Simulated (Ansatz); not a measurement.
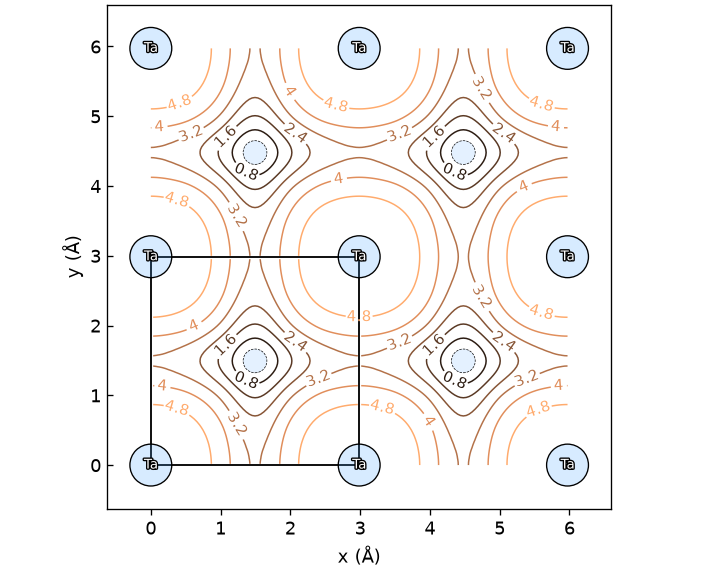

Energy landscape of C on a Ta(100) slab cut from the Fm-3m phase, its upper half relaxed before the scan (12 atoms of substrate and one adsorbate in a 2 × 2 cell). 
- C is moved over the surface cell; relaxed at each place: the height of the adsorbate's atoms; substrate rigid; the origin of the map has the adsorbate above Ta9.
- Places are given modulo a cell vector. The map is drawn in real space over the plane of the surface.
- The grid has 6 × 6 points; 10 points were computed and 26 follow by symmetry.
- Places are given in fractions of the 1 × 1 surface cell.
- Energies are in eV, from the lowest grid point.
- Theory: DFT PBE, scalar-relativistic, plane waves, PAW (Ansatz). Settings: cutoff 420 eV, k-mesh 5×5×1, gaussian smearing 0.1 eV, no spin polarisation.

In the figure: contour lines labelled in eV, labelled circles for the atoms of the top layer and small ones for the second layer, the outline of one cell of the 2 × 2 shown. Between grid points the surface is interpolated. 

> Describe this landscape.

The lowest grid point is at a fourfold hollow over a second-layer Ta atom, (3/6, 3/6) of the cell vectors. No other kind of well shows on this grid. The highest grid point, the top site over a surface Ta atom, (0/6, 0/6) of the cell vectors, lies 5.44 eV above the lowest. On the interpolated surface the easiest way out of the lowest well to its copy in the next cell or period passes a barrier of about 3.2 eV. At the lowest point the adsorbate has 4 Ta at 2.15 Å as nearest neighbours, at the highest 1 Ta at 1.88 Å. Its relaxed height above the top atom is 0.38 Å at the lowest and 1.88 Å at the highest point.

The input of one point:

```yaml
crystal:
  lattice:
    - [5.9723607044, 0.0, 0.0]
    - [0.0, 5.9723607044, 0.0]
    - [0.0, 0.0, 19.6753827862]
  atoms:
    - { symbol: Ta, position: [0.25, 0.25, 0.2032997296] }
    - { symbol: Ta, position: [0.25, 0.75, 0.2032997296] }
    - { symbol: Ta, position: [0.75, 0.25, 0.2032997296] }
    - { symbol: Ta, position: [0.75, 0.75, 0.2032997296] }
    - { symbol: Ta, position: [0.0, 0.0, 0.3094166865] }
    - { symbol: Ta, position: [0.0, 0.5, 0.3094166865] }
    - { symbol: Ta, position: [0.5, 0.0, 0.3094166865] }
    - { symbol: Ta, position: [0.5, 0.5, 0.3094166865] }
    - { symbol: Ta, position: [0.25, 0.25, 0.4155132774] }
    - { symbol: Ta, position: [0.25, 0.75, 0.4155132774] }
    - { symbol: Ta, position: [0.75, 0.25, 0.4155132774] }
    - { symbol: Ta, position: [0.75, 0.75, 0.4155132774] }
    - { symbol: C, position: [0.5, 0.5, 0.4551567247] }
basis:
  ecutwfc: 420
kpoints:
  mp_grid: { grid: [5, 5, 1] }
hamiltonian:
  xc: pbe
  pseudopotentials: { kind: paw, azcp: { folder: soft_1 } }
scf:
  occupations: { method: gaussian, width: 0.1 }
output:
  forces: true
  eigenvalues: true
relax:
  adjacent_minimum: "off"
  f_tol: 0.025
  max_steps: 16
  constraints:
    - { sites: [0, 1, 2, 3, 4, 5, 6, 7, 8, 9, 10, 11] }
    - { sites: [12], fix: xy }
efield:
  axis: 3
  dipole_correction: true
  ramp_width: 0.04
```

The whole map (10 points run) took 10 min on 4 threads of Intel(R) Xeon(R) Platinum 8259CL CPU @ 2.50GHz (Skylake/Cascade Lake), with other jobs on the host.
